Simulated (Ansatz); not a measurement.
**Starting-point dependence of the GW gap of ReS2 (P-1)**

One-shot GW is not self-consistent; how far does the start matter for ReS2 (P-1)?

Method: G0W0 on several functionals, plane waves, PAW, in Ansatz 0.2.0.

In doubt: masses and optical values from hybrid runs of this build are listed as unsure (steps 3, 4), which bears on the screening that GW takes from such a start.

## Step 1: The structure

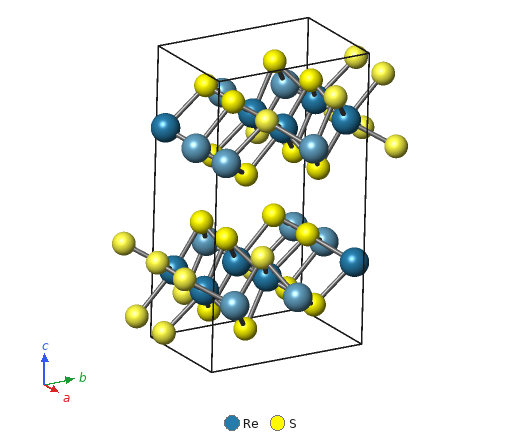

The cell as given, slightly off an axis (rhenium blue, sulfur yellow). Some periodic images of atoms are drawn too.

The structure was relaxed with LDA. The runs that relaxed it are not among those shown. Spin-orbit coupling is left out unless a step names it. The default PAW set here is soft_2. Its files were made with PBE.

## Step 2: G0W0 on LDA

Now the one-shot GW correction: screening in the RPA, then the self-energy of the levels asked for.

This step: G0W0 on LDA, plane waves, PAW.

File input.yaml:

```yaml
crystal:
  lattice:
    - [6.2989537538, -0.0064690069, -0.0061704143]
    - [3.0875081787, 5.6095759146, 0.0084317581]
    - [0.1127224795, 3.3474890922, 12.0062549011]
  atoms:
    - { symbol: Re, position: [0.1875100552, 0.0651746713, 0.2459763082] }
    - { symbol: Re, position: [0.3124637296, 0.4347390015, 0.2540117522] }
    - { symbol: Re, position: [0.7617311051, 0.0364121193, 0.2487565415] }
    - { symbol: Re, position: [0.6875362704, 0.5652609985, 0.7459882478] }
    - { symbol: Re, position: [0.8124899448, 0.9348253287, 0.7540236918] }
    - { symbol: Re, position: [0.2617566394, 0.5364955989, 0.7487692238] }
    - { symbol: Re, position: [0.7382433606, 0.4635044011, 0.2512307762] }
    - { symbol: Re, position: [0.2382688949, 0.9635878807, 0.7512434585] }
    - { symbol: S, position: [0.9062850574, 0.7128829001, 0.1521539481] }
    - { symbol: S, position: [0.6014586977, 0.7791571105, 0.8796750014] }
    - { symbol: S, position: [0.3640404329, 0.7527485837, 0.1385838764] }
    - { symbol: S, position: [0.1446810164, 0.7217054365, 0.8943922345] }
    - { symbol: S, position: [0.355347307, 0.778372552, 0.6056207338] }
    - { symbol: S, position: [0.1359336467, 0.7471646723, 0.3614074599] }
    - { symbol: S, position: [0.6359595671, 0.2472514163, 0.8614161236] }
    - { symbol: S, position: [0.8640663533, 0.2528353277, 0.6385925401] }
    - { symbol: S, position: [0.1014236229, 0.2790804037, 0.3796592305] }
    - { symbol: S, position: [0.5936917038, 0.7870287413, 0.3478334998] }
    - { symbol: S, position: [0.0937149426, 0.2871170999, 0.8478460519] }
    - { symbol: S, position: [0.4063082962, 0.2129712587, 0.6521665002] }
    - { symbol: S, position: [0.8553189836, 0.2782945635, 0.1056077655] }
    - { symbol: S, position: [0.644652693, 0.221627448, 0.3943792662] }
    - { symbol: S, position: [0.3985413023, 0.2208428895, 0.1203249986] }
    - { symbol: S, position: [0.8985763771, 0.7209195963, 0.6203407695] }
kpoints:
  mp_grid: { grid: [4, 4, 2] }
hamiltonian:
  xc: lda
scf:
  occupations: { method: fixed }
gw:
  n_empty_bands: 588
  ecut_chi: 72
  qp_bands: [v2, c2]
  qp_kpoints: band_edges
  screening: { model: contour_deformation }
```

Command:

```bash
$ ansatz run input.yaml --threads 32 --pin off --max-ram 82944MiB --backend cuda --events-out ev --progress --plain --runs-dir out --devices 1 --max-vram 78GiB
```

Numbers of over 12 decimals in the logs are rounded to 6 here.

Output:

```text
GPUs: using 1 of 1 available (devices: 1).
Engine: ansatz 0.2.0, aarch64-unknown-linux-gnu
Pseudopotentials: kind: paw
Pseudopotential: Re, paw, valence charge 15, recommended cutoff 420 eV (normal), Re.paw.azcp
Pseudopotential: S, paw, valence charge 6, recommended cutoff 420 eV (normal), S.paw.azcp
Functional definition: SPW92
  exchange = slater_x
  correlation = pw_c
[...]
Crystal: 24 atoms, lattice volume = 424.237 Å³
Basis set: ecut = 420 eV, 8317 PW (Γ)
Bands: 132, of which v1, the nominal top of the filled ones, is band 108 counted from 1 (107 counted from 0)
Symmetry: 2 space group operations
Space group: P-1 (ITA 2), of the structure as read, at distance tolerance 7.5e-5 Å
k-points: 20 of 32
Non-local potential: Re, projectors of the file, l = 0: 3, l = 1: 2, l = 2: 2, l = 3: 1
Non-local potential: S, projectors of the file, l = 0: 2, l = 1: 2, l = 2: 2
PAW form: soft (Blöchl's): semilocal exchange-correlation on the pseudo side does not see the compensation charge
PAW frozen core: Re, regenerated for the run's functional, and the local potential with it (the file was generated under x = pbe(κ = 0.804, μ = 0.219515), c = pbe(β = 0.066725))
PAW frozen core: S, regenerated for the run's functional, and the local potential with it (the file was generated under x = pbe(κ = 0.804, μ = 0.219515), c = pbe(β = 0.066725))
PAW one-centre angular grid: Re, 590 points (default); XC on 64 Gauss nodes
PAW one-centre angular grid: S, 110 points (default); XC on 64 Gauss nodes
Initial density: superposition of atomic densities (neutral atoms: chi_scale 0, normalization atom), corrected by the library's trained network
Initial wavefunctions: pseudopotential atomic-orbital guess
[...]
Functional: x = slater, c = lda
SCF iter   1: F=—  HF=-98789.445633 eV  |F-HF|=—  |Δ(HF+E_count)|=         —  Δρ=9.51e-3  dr2=3.78e-1  ethr=1.77e-3  ⟨swp⟩=5.0  Hψ=8668  notcnv=0  defer=413
preconditioner: auto → Resta (q_TF=auto, 2.438 Å⁻¹)  ε∞=8.3  [insulator: Δε(μ)=1.186 eV  Ē_g=8.207 eV  n_scr=108 (ndim 8)  ℏωp=22.2 eV  f_vac=0.026  ε∞_Penn≈8.3]
SCF iter   2: F=—  HF=-98789.402558 eV  |F-HF|=—  |Δ(HF+E_count)|=   4.31e-2  Δρ=4.61e-3  dr2=3.93e-2  ethr=1.75e-4  ⟨swp⟩=2.0  Hψ=3473  notcnv=0  defer=439
SCF iter   3: F=—  HF=-98789.399035 eV  |F-HF|=—  |Δ(HF+E_count)|=   3.52e-3  Δρ=2.42e-3  dr2=1.10e-2  ethr=1.82e-5  ⟨swp⟩=2.1  Hψ=3345  notcnv=0  defer=440
SCF iter   4: F=—  HF=-98789.398926 eV  |F-HF|=—  |Δ(HF+E_count)|=   1.09e-4  Δρ=7.53e-4  dr2=5.66e-3  ethr=5.09e-6  ⟨swp⟩=2.0  Hψ=3503  notcnv=0  defer=440
SCF iter   5: F=—  HF=-98789.398306 eV  |F-HF|=—  |Δ(HF+E_count)|=   6.19e-4  Δρ=1.93e-4  dr2=3.41e-4  ethr=2.62e-6  ⟨swp⟩=2.0  Hψ=3392  notcnv=0  defer=440
SCF iter   6: F=—  HF=-98789.398264 eV  |F-HF|=—  |Δ(HF+E_count)|=   4.27e-5  Δρ=5.07e-5  dr2=2.16e-5  ethr=1.58e-7  ⟨swp⟩=2.0  Hψ=3620  notcnv=0  defer=360
SCF iter   7: F=—  HF=-98789.398263 eV  |F-HF|=—  |Δ(HF+E_count)|=   7.39e-7  Δρ=1.88e-5  dr2=2.36e-6  ethr=1.00e-8  ⟨swp⟩=2.2  Hψ=3719  notcnv=0  defer=356
SCF iter   8: F=—  HF=-98789.398263 eV  |F-HF|=—  |Δ(HF+E_count)|=   2.64e-7  Δρ=5.32e-6  dr2=1.84e-7  ethr=1.09e-9  ⟨swp⟩=2.0  Hψ=3775  notcnv=0  defer=356
SCF iter   9: F=-98789.398263 eV  HF=-98789.398263 eV  |F-HF|=3.17e-8  |Δ(HF+E_count)|=   1.13e-8  Δρ=2.51e-6  dr2=5.12e-8  ethr=4.63e-11  ⟨swp⟩=9.2  Hψ=9607  notcnv=0
SCF 1 converged in 9 iterations: F = -98789.398263 eV  dr2 = 5.12e-8
  greatest PAW one-centre occupation: 0.999 electrons in one spin orbital (limit 2), on the Re atom at site 6 (counted from 0), in its partial waves of l = 0
[...]
NSCF: frozen V_eff on 20 k-points
the band table was solved once the SCF had ended and its energy, with any forces and stress, was formed, with the checks that follow a solve (9720 applications of the Hamiltonian). They found nothing against the state; the energy, forces and stress were not computed again (output.eigenvalues in the input reference)
[...]
NSCF: frozen V_eff on 20 k-points
G₀W₀ screening: q 1/20
[... further progress lines ...]
SCF converged after 9 iterations
Free energy (F): -98789.398263 eV
Harris-Foulkes:  -98789.398263 eV  (|F-HF|=3.17e-8)
Internal energy: -98789.398263 eV  (E = F + TS)
[...]
5   110     12.5938   -14.7666    -3.5101   -19.0950  0.7618    13.4251    13.4122  root
     6   107     10.7341   -21.0186     1.7559   -19.5773  0.7569    11.0474    11.0487  root
     6   108     10.8214   -19.6826     1.8989   -17.9675  0.7569    11.0047    11.0051  root
     6   109     12.4105   -16.3128    -3.3321   -20.5027  0.7580    13.2825    13.2683  root
     6   110     12.5910   -16.2627    -3.3434   -20.4536  0.7567    13.4537    13.4384  root
     7   107     10.7286   -20.4634     1.8301   -18.8931  0.7570    10.9875    10.9885  root
     7   108     10.7913   -20.3616     1.7636   -18.8566  0.7554    11.0490    11.0499  root
     7   109     12.4550   -16.0008    -3.2989   -20.1391  0.7592    13.3076    13.2943  root
     7   110     12.5073   -16.5098    -3.3503   -20.7217  0.7561    13.3843    13.3689  root
     8   107     10.7411   -18.8196     1.9412   -16.9901  0.7563    10.8526    10.8529  root
     8   108     10.7538   -21.2095     1.5609   -20.0106  0.7562    11.1142    11.1158  root
     8   109     12.4536   -16.2724    -3.1920   -20.2919  0.7576    13.2938    13.2810  root
     8   110     12.5309   -16.7962    -3.3952   -21.0831  0.7560    13.4391    13.4226  root
     9   107     10.7015   -21.0250     1.6494   -19.7080  0.7554    11.0325    11.0340  root
     9   108     10.8749   -20.3008     1.7312   -18.8200  0.7561    11.1245    11.1253  root
     9   109     12.4250   -16.4148    -3.2781   -20.5451  0.7570    13.2911    13.2772  root
     9   110     12.5756   -16.6335    -3.3158   -20.8168  0.7570    13.4586    13.4431  root
    10   107     10.4767   -21.2285     1.8298   -19.7334  0.7506    10.8097    10.8114  root
    10   108     10.6922   -20.0196     1.9367   -18.2803  0.7545    10.8889    10.8895  root
    10   109     12.3134   -15.1666    -3.3345   -19.3175  0.7621    13.1414    13.1298  root
    10   110     12.4399   -16.1340    -3.3563   -20.3493  0.7580    13.3130    13.2989  root
    11   107     10.5428   -21.1765     1.8823   -19.6059  0.7529    10.8531    10.8545  root
    11   108     10.7066   -20.3997     1.8711   -18.7636  0.7526    10.9408    10.9416  root
    11   109     12.3576   -15.8590    -3.3081   -20.0108  0.7597    13.2142    13.2012  root
[...]
18   107     10.4632   -19.9852     1.9583   -18.2198  0.7503    10.6556    10.6562  root
    18   108     10.5187   -20.6443     1.8401   -19.0850  0.7534    10.7983    10.7995  root
    18   109     12.4401   -16.4083    -3.2550   -20.5158  0.7576    13.3064    13.2926  root
    18   110     12.5339   -16.8282    -3.3191   -21.0300  0.7576    13.4323    13.4166  root
    19   107     10.4682   -20.8498     1.9425   -19.1777  0.7512    10.7375    10.7386  root
    19   108     10.4682   -20.8498     1.9425   -19.1777  0.7512    10.7375    10.7386  root
    19   109     12.4555   -16.3228    -3.2576   -20.4301  0.7583    13.3188    13.3052  root
    19   110     12.4555   -16.3228    -3.2576   -20.4301  0.7583    13.3188    13.3052  root
```

Run time: 60 s. Hardware: 1 × NVIDIA GB200 (shared by 2 runs) with 32 threads of Arm Neoverse V2, shared host; peak memory 4.9 GiB.

In the SCF lines HF is the Harris–Foulkes energy and dr2 the Hartree energy of the density residual, in eV; the loop may stop once dr2 is under the threshold and the program's other checks hold. Hψ counts applications of the Hamiltonian.

This step gave:

```
bands summed                                 : 696
RPA ε∞ on this mesh (eigenvalues)            : 6.384, 14.52, 15.47
plane waves in the screening matrix          : 609
q-points in the mesh                         : 32
G0W0 gap on the mesh                         : 1.646 eV
k of the valence top                         : 0, 0, 0
k of the conduction bottom                   : 0, 0, 0
starting gap on the mesh                     : 1.206 eV
Z at the valence top                         : 0.7578
Z at the conduction bottom                   : 0.7604
least direct G0W0 gap on the computed points : 1.646 eV
```

The gap on the mesh goes from 1.21 eV to 1.65 eV, a correction of +0.44 eV.

## Step 3: G0W0 on HSE06

The same correction from a different start measures what one shot leaves open.

This step: G0W0 on HSE06, plane waves, PAW.

input.yaml, as its differences from that of step 2:

```diff
@@ -33,3 +33,3 @@
 hamiltonian:
-  xc: lda
+  xc: hse06
 scf:
```

Output:

```text
GPUs: using 1 of 1 available (devices: 1).
[...]
davidson cushion auto → on  (no smearing: the cushion is to keep the highest requested band from converging to the state above it; pin scf.eigensolver.cushion to override)
[...]
Crystal: 24 atoms, lattice volume = 424.237 Å³
Basis set: ecut = 420 eV, 8317 PW (Γ)
Bands: 132, of which v1, the nominal top of the filled ones, is band 108 counted from 1 (107 counted from 0)
[... 1 set-up line as in the run before ...]
[...]
k-points: 20 of 32
[...]
SCF iter   1: F=—  HF=-101390.651719 eV  |F-HF|=—  |Δ(HF+E_count)|=         —  Δρ=8.51e-3  dr2=2.63e-1  ethr=1.77e-3  ⟨swp⟩=7.5  Hψ=11779  notcnv=0
[...]
SCF iter   2: F=—  HF=-101390.751961 eV  |F-HF|=—  |Δ(HF+E_count)|=   1.00e-1  Δρ=8.31e-3  dr2=7.83e-1  ethr=1.22e-4  ⟨swp⟩=4.1  Hψ=7952  notcnv=0  defer=1
[...]
SCF iter   5: F=—  HF=-101390.650557 eV  |F-HF|=—  |Δ(HF+E_count)|=   1.39e-2  Δρ=7.62e-4  dr2=9.04e-4  ethr=4.75e-7  ⟨swp⟩=4.0  Hψ=13389  notcnv=0
eigensolver tolerance schedule: the retry pair's looser diagonalisation over-reported the residual by 0.14 of it (diagonalisation noise at 0.14 of the residual, at the tolerance the schedule requests for it); recorded, not acted on — ethr = c·dr2/N_el stays at c = 1.0e-1
SCF iter   6: F=-101390.651312 eV  HF=-101390.651289 eV  |F-HF|=2.34e-5  |Δ(HF+E_count)|=   7.32e-4  Δρ=2.20e-4  dr2=9.75e-5  ethr=4.19e-7  ⟨swp⟩=3.0  Hψ=6055  notcnv=0
SCF 1 stopped early in 6 iterations: F = -101390.651312 eV  dr2 = 9.75e-5
[...]
Exchange kernel: α = 0.2500, screened, ω = 0.2079 Å⁻¹, Wigner–Seitz truncation, v(0) = 1046.8447 eV·Å³, q-mesh 4×4×2, nearest image of the exchange supercell L = 24.93 Å, pair-density grid 27×27×54, without the augmentation charges, whose exchange is taken in its separable form by FFT convolution over the k-point mesh (sized by the pseudopotential files, 40×40×81 at the most), smooth part of the exact exchange by density-matrix convolution in up to 15.70 GiB of GPU memory as planned if the GPU has room (build and FFT work areas not counted)
Frozen-core exchange: fock
[...]
hybrid outer 1: dexx = +7.878e-2 eV, tail = 1.95e-4 eV
[...]
SCF 3 converged in 7 iterations: F = -101408.802812 eV  dr2 = 3.18e-8
hybrid outer 2: dexx = +1.453e-5 eV, tail = 1.68e-7 eV, Δε = 3.32e-3 eV (about 1.00e-4 eV left of the loop's levels)
[...]
5   110     13.0371   -15.7186    -3.0916   -19.3325  0.7841    13.5626    13.5594  root
     6   107     10.4494   -21.2175     1.7711   -19.9044  0.7845    10.9055    10.9074  root
     6   108     10.5112   -19.9633     1.9302   -18.4164  0.7851    10.8931    10.8946  root
     6   109     12.8486   -16.2975    -3.1626   -20.0077  0.7849    13.3996    13.3963  root
     6   110     13.0281   -16.3406    -3.1801   -20.0742  0.7836    13.5853    13.5817  root
     7   107     10.4296   -20.7630     1.8532   -19.3413  0.7847    10.8594    10.8612  root
     7   108     10.5035   -20.5670     1.8065   -19.1782  0.7838    10.9196    10.9213  root
     7   109     12.8939   -16.0507    -3.1432   -19.7352  0.7858    13.4383    13.4351  root
[...]
19   107     10.1328   -21.0837     1.9695   -19.5651  0.7795    10.5815    10.5837  root
    19   108     10.1328   -21.0837     1.9695   -19.5651  0.7795    10.5815    10.5837  root
    19   109     12.8822   -16.2333    -3.1197   -19.9043  0.7860    13.4368    13.4335  root
    19   110     12.8822   -16.2333    -3.1197   -19.9043  0.7860    13.4368    13.4335  root
```

Wall time 3.1 min (1 × NVIDIA GB200 (shared by 2 runs) with 32 threads); peak memory 7.1 GiB.

Numbers from this step:

```
bands summed                                 : 696
RPA ε∞ on this mesh (eigenvalues)            : 4.891, 10.51, 11.32
plane waves in the screening matrix          : 609
q-points in the mesh                         : 32
G0W0 gap on the mesh                         : 1.918 eV
k of the valence top                         : 0, 0, 0
k of the conduction bottom                   : 0, 0, 0
starting gap on the mesh                     : 1.829 eV
Z at the valence top                         : 0.7854
Z at the conduction bottom                   : 0.7881
least direct G0W0 gap on the computed points : 1.918 eV
```

Against the run with 4×4×2 mesh, 588 empty bands, screening to 72 eV on LDA, the gap moves by +0.27 eV, while the start moved by +0.62 eV.

## Step 4: G0W0 on PBE0

This step: G0W0 on PBE0, plane waves, PAW.

input.yaml, as its differences from that of step 3:

```diff
@@ -33,3 +33,3 @@
 hamiltonian:
-  xc: hse06
+  xc: pbe0
 scf:
```

Output:

```text
GPUs: using 1 of 1 available (devices: 1).
[...]
Crystal: 24 atoms, lattice volume = 424.237 Å³
Basis set: ecut = 420 eV, 8317 PW (Γ)
Bands: 132, of which v1, the nominal top of the filled ones, is band 108 counted from 1 (107 counted from 0)
[... 1 set-up line as in the run before ...]
[...]
k-points: 20 of 32
[...]
7   107     10.0732   -20.7666     1.8037   -19.6700  0.7998    10.7766    10.7803  root
     7   108     10.1509   -20.5779     1.7581   -19.5107  0.7990    10.8383    10.8418  root
     7   109     13.2388   -16.0069    -3.0689   -19.3416  0.8013    13.5051    13.5046  root
[...]
19   107      9.7674   -21.0669     1.9138   -19.8799  0.7952    10.4900    10.4943  root
    19   108      9.7674   -21.0669     1.9138   -19.8799  0.7952    10.4900    10.4943  root
    19   109     13.2307   -16.1930    -3.0446   -19.5087  0.8015    13.5024    13.5018  root
    19   110     13.2307   -16.1930    -3.0446   -19.5087  0.8015    13.5024    13.5018  root
```

The job ended after 3.4 min (1 × NVIDIA GB200 (shared by 2 runs) with 32 threads; peak memory 7.1 GiB).

This step gave:

```
bands summed                                 : 696
RPA ε∞ on this mesh (eigenvalues)            : 4.513, 9.199, 9.855
plane waves in the screening matrix          : 609
G0W0 gap on the mesh                         : 2.059 eV
k of the valence top                         : 0, 0, 0
k of the conduction bottom                   : 0, 0, 0
starting gap on the mesh                     : 2.494 eV
least direct G0W0 gap on the computed points : 2.059 eV
```

Against the run with 4×4×2 mesh, 588 empty bands, screening to 72 eV on HSE06, the gap moves by +0.14 eV, while the start moved by +0.66 eV.

## Step 5: The starts together

All on the 4×4×2 mesh with 588 empty bands and screening to 72 eV. Times are wall times on 1 × NVIDIA GB200 (shared by 2 runs) with 32 threads of Arm Neoverse V2, shared host, good to a factor of about two.

| start | starting gap (eV) | shift (eV) | G0W0 gap (eV) | RPA ε∞ (harmonic mean) | Z (valence, conduction) | time |
| --- | --- | --- | --- | --- | --- | --- |
| LDA | 1.21 | +0.44 | 1.65 | 10.34 | 0.76, 0.76 | 60 s |
| HSE06 | 1.83 | +0.09 | 1.92 | 7.73 | 0.79, 0.79 | 3.1 min |
| PBE0 | 2.49 | −0.44 | 2.06 | 6.95 | 0.80, 0.80 | 3.4 min |

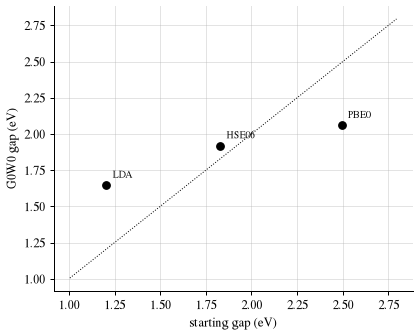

G0W0 gap against starting gap; on the dotted line the correction would vanish.

## Step 6: Summary of results

```json
{
  "G0W0@LDA": "1.65 eV (start 1.21 eV)",
  "G0W0@HSE06": "1.92 eV (start 1.83 eV)",
  "G0W0@PBE0": "2.06 eV (start 2.49 eV)",
  "known limits": "not at the basis limit; no spin polarisation; d states lean on the start; no spin-orbit coupling"
}
```

In words: The starting gaps span 1.29 eV and the G0W0 gaps 0.41 eV. Between LDA and PBE0, 0.41 eV of the 1.29 eV survives, 32 %. PBE0 screens less than LDA (ε∞ 6.95 against 10.34). On PBE0 the correction is negative: that start lies above its own G0W0 value. The smallest correction, +0.09 eV, is on HSE06, the start nearest to reproducing itself. Bands and cutoff are finite, so the gap is not at the basis limit. The miss can reach some tenths of an eV and take either sign; the mesh is an error of its own. The program warns that the mesh is coarse for exact exchange, which bears on the hybrid start's gap. The runs have no spin polarisation. For a closed low-spin shell that is the natural state; where a d or f shell is open it is a constraint, and the gap is then not the crystal's own. With d states at the gap, one-shot GW leans hard on its start. The many-body steps are scalar-relativistic: spin-orbit coupling is not in them.

[Paths, hosts, dates, memory and timing lines, banners, echoed tables and standing remarks are left out of the program output.]

[Logs are printed without paths, hosts, clocks, repeated set-up lines and the standing remarks that a program may print on its own settings, such as how far it seeks lower states.]

[Runs of the session that timed out or met a known fault of the program may be left out.]

[Cells called generated may have been cut or substituted from an entry of the Crystallography Open Database or the Materials Project.]

[Hosts, paths, dates, database ids (printed as entryN), source tags and the programs' standing remarks are cut or masked in the printed files.]
